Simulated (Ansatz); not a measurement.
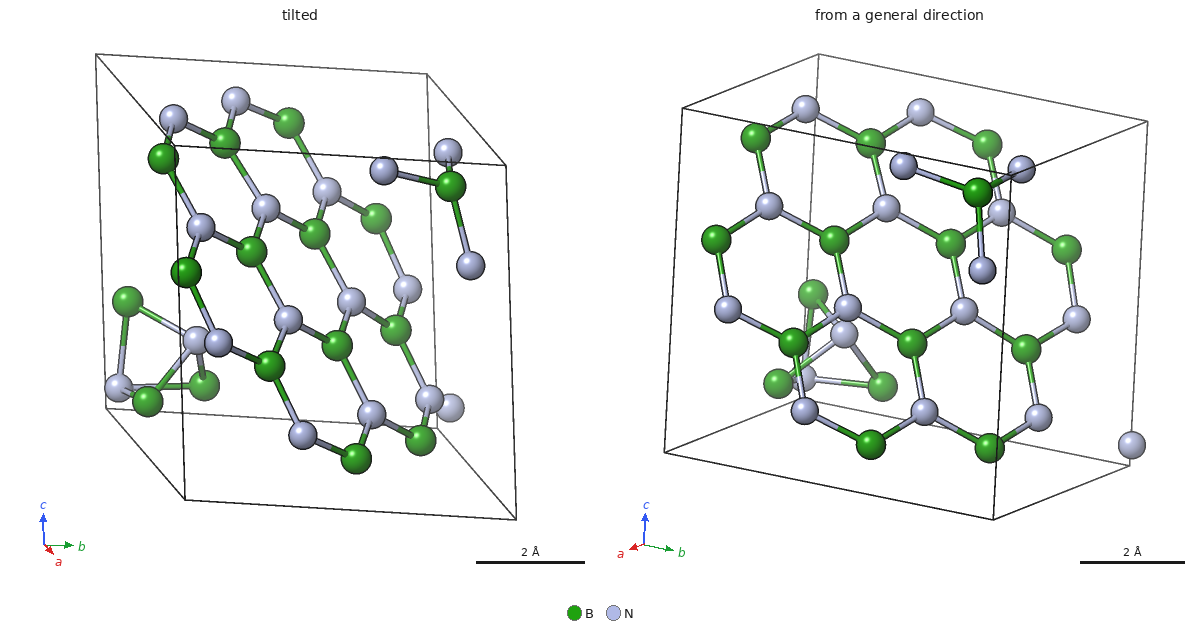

The image is a ball-and-stick drawing of a crystal, viewed slightly off an axis and from a general direction. The wireframe shows the supercell. The host is BN, in a cell of 32 sites, and the cell carries a charge of -2.

Name the defect and give its surroundings.

Answer. An interstitial nitrogen atom. It is bonded to three B in a trigonal pyramidal arrangement at about 1.6 Å.

Electronic-structure method: Ansatz 0.2.0, DFT PBE+D3(BJ), scalar-relativistic, plane waves, PAW. Parameters: plane waves to 420 eV, Brillouin-zone sampling on a 2×2×2 mesh, Gaussian smearing of 0.01 eV, collinear spins.

Is there a net spin in the supercell?

Answer. Yes, 1.0 μB in the cell.

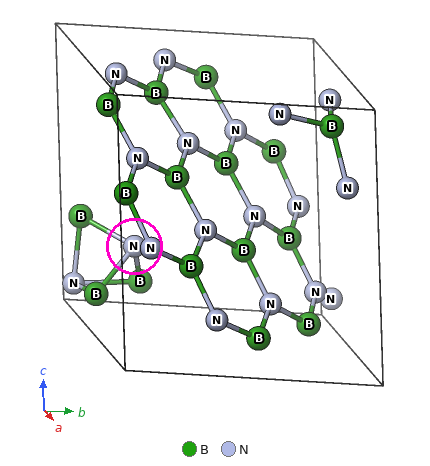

The same cell with a ring at the defect's site.

The atoms were relaxed in the host's cell with Ansatz, DFT PBE+D3(BJ), scalar-relativistic, plane waves, PAW.
